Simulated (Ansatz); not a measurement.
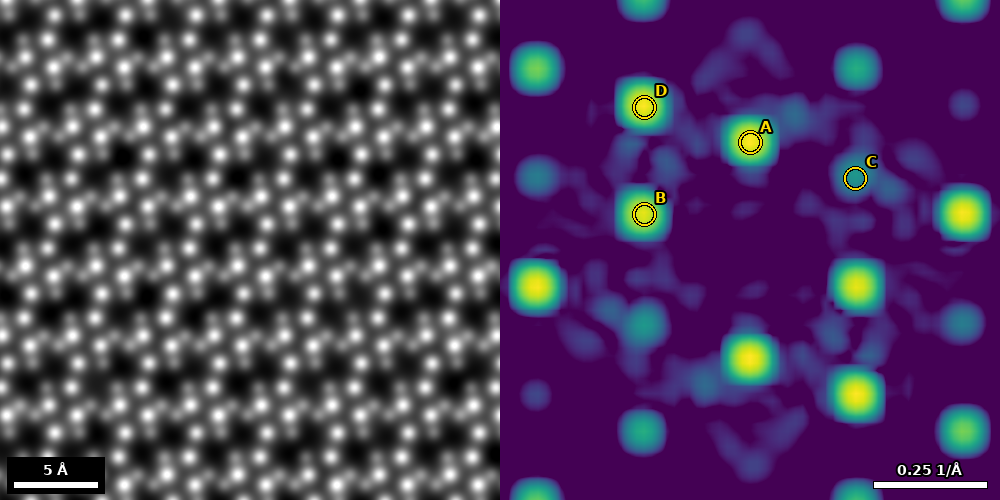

Integrated-DPC-like image of B (R-3m, No. 166) along [100]. Simulated as the projected potential of neutral atoms (B = 0.8 Å²) blurred by a 0.50 Å probe, the thin-sample limit of integrated differential phase contrast. The speckle of an amorphous layer was added. Model: coordinates from a relaxation at fixed volume with DFT r2SCAN, scalar-relativistic, plane waves, PAW in Ansatz.

The right panel is the modulus of the image's Fourier transform on a logarithmic scale.

a = 4.903 Å, b = 4.903 Å, c = 12.526 Å, α = 90.00°, β = 90.00°, γ = 120.00°

### Index the marked spots and give their plane spacings (the zone axis points at the viewer; indices equivalent by symmetry, or all signs reversed, are as good).

A: (003), d = 4.18 Å; B: (0 -1 1), d = 4.02 Å; C: (012), d = 3.51 Å; D: (0 -1 4), d = 2.52 Å. A and B enclose 71°, and every spot obeys the zone law hu + kv + lw = 0 for [100].
